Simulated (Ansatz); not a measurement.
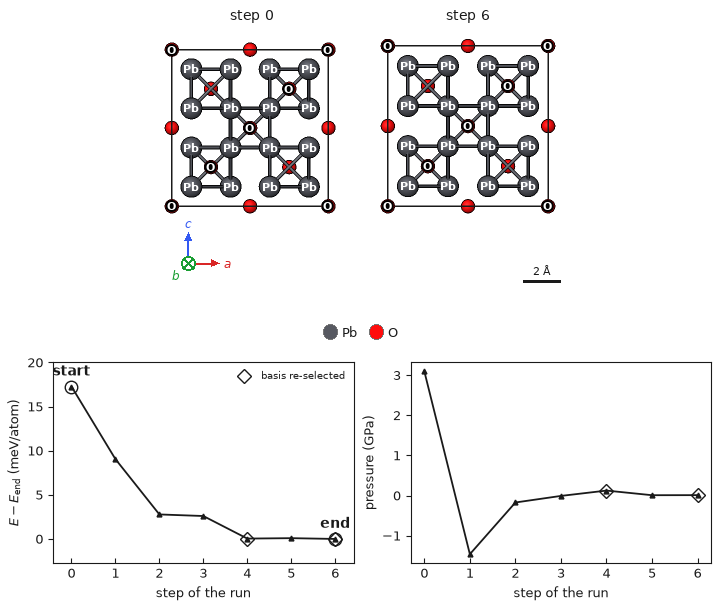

First and last geometry of a relaxation of a crystal of Pb₂O (built on the cubic Laves (C15)_227 type), with the history of the run. A ball-and-stick model of the conventional cell (4 times the calculation's cell), seen along the b axis. Lengths and directions refer to the drawn axes.

Case: cubic Laves (C15) type (Fd-3m, No. 227).

Level of theory: DFT PBE, scalar-relativistic, plane waves, PAW (Ansatz 0.2.0).

Input file:
```yaml
crystal:
  lattice:
    - [0.0, 4.277734883, 4.277734883]
    - [4.277734883, 0.0, 4.277734883]
    - [4.277734883, 4.277734883, 0.0]
  atoms:
    - { symbol: Pb, position: [0.625, 0.625, 0.625] }
    - { symbol: Pb, position: [0.125, 0.625, 0.625] }
    - { symbol: Pb, position: [0.625, 0.625, 0.125] }
    - { symbol: Pb, position: [0.625, 0.125, 0.625] }
    - { symbol: O, position: [0.0, 0.0, 0.0] }
    - { symbol: O, position: [0.25, 0.25, 0.25] }
basis:
  ecutwfc: 420
kpoints:
  mp_grid: { grid: [8, 8, 8] }
hamiltonian:
  xc: pbe
scf:
  occupations: { method: gaussian, width: 0.1 }
output:
  forces: true
  stress: true
  eigenvalues: true
relax:
  adjacent_minimum: "off"
  f_tol: 0.01
  max_steps: 80
  cell: { stress_tol: 0.05 }
```

Command:
```bash
ansatz run input.yaml --threads 1 --pin off --max-ram 2560MiB --backend cpu --events-out ev --progress --plain --runs-dir out
```

Read the history and describe the run.

It converged. The energy falls by 17.3 meV per atom in 4 accepted moves (6 points after the start). All forces vanish by symmetry, so only the cell relaxes. The pressure goes from 3.10 to 0.01 GPa. The SCF was repeated twice at an unchanged geometry on a basis and grid sized afresh for the cell, which shifted the energy by 2.6 meV per atom at most. No atom moves by more than 0.005 Å relative to the cell. The drawn cell changes as follows: a = b = c 8.555 → 8.759 Å (+2.4 %); the volume changes by +7.3 %. Near-neighbour distances that change, for instance: Pb1–Pb2 3.025 → 3.097 Å. The space group stays Fd-3m (No. 227). The run took 75 s on 1 thread of Intel(R) Xeon(R) Platinum 8375C CPU @ 2.90GHz (Ice Lake) (shared host), peak memory 0.55 GiB.
